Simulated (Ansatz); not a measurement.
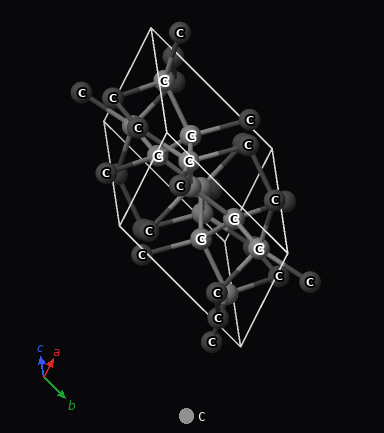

Ball-and-stick drawing of the structure, looking from a general direction. The parallelepiped is the simulation cell. The first bonded neighbours in the surrounding cells are also shown, in fainter colours.

The input file of the run:
```yaml
crystal:
  lattice:
    - [-2.5855220273, 2.5855220273, 2.5855220273]
    - [2.5855220273, -2.5855220273, 2.5855220273]
    - [2.5855220273, 2.5855220273, -2.5855220273]
  atoms:
    - { symbol: C, position: [0.125, 0.75, 0.875] }
    - { symbol: C, position: [0.75, 0.375, 0.625] }
    - { symbol: C, position: [0.625, 0.375, 0.25] }
    - { symbol: C, position: [0.75, 0.875, 0.125] }
    - { symbol: C, position: [0.125, 0.875, 0.25] }
    - { symbol: C, position: [0.25, 0.125, 0.875] }
    - { symbol: C, position: [0.875, 0.125, 0.75] }
    - { symbol: C, position: [0.375, 0.625, 0.75] }
    - { symbol: C, position: [0.375, 0.25, 0.625] }
    - { symbol: C, position: [0.875, 0.25, 0.125] }
    - { symbol: C, position: [0.25, 0.625, 0.375] }
    - { symbol: C, position: [0.625, 0.75, 0.375] }
basis:
  ecutwfc: 420
kpoints:
  mp_grid: { grid: [8, 8, 8] }
  band_path:
    path:
      - [[0.0, 0.0, 0.0], [0.5, -0.5, 0.5], [0.0, 0.0, 0.5], [0.0, 0.0, 0.0], [0.25, 0.25, 0.25], [0.5, -0.5, 0.5]]
      - [[0.25, 0.25, 0.25], [0.0, 0.0, 0.5]]
    npoints: 10
hamiltonian:
  xc: pbe
scf:
  occupations: { method: gaussian, width: 0.02 }
  n_extra_bands: 30
output:
  forces: true
  stress: true
  eigenvalues: true
  populations: true
  dos: { projected: true, de: 0.02, nscf_kmesh: { grid: [12, 12, 12] } }
  bader: false
```
Run as:
```sh
ansatz run input.yaml --threads 1 --pin off --max-ram 2048MiB --backend cpu --events-out ev --progress --plain --runs-dir out
```

Computational set-up: DFT PBE, scalar-relativistic, plane waves, PAW (Ansatz 0.2.0), a cutoff energy of 420 eV, the zone sampled with 8×8×8 points, Gaussian smearing of 0.02 eV, no spin polarisation.

Question: Is the electronic structure metallic or gapped?

Answer: A semiconductor at this level, with a gap of 1.93 eV, direct.

Question: What is the pressure at this volume?

Answer: The computed pressure is 0.0 GPa, close to zero.

The model was built from a structure type filled with this element by a generator (whether the element takes this form wasn't checked). Earlier steps of the study may have refined or changed the cell and positions. Ansatz was used for an electronic-structure calculation on it.
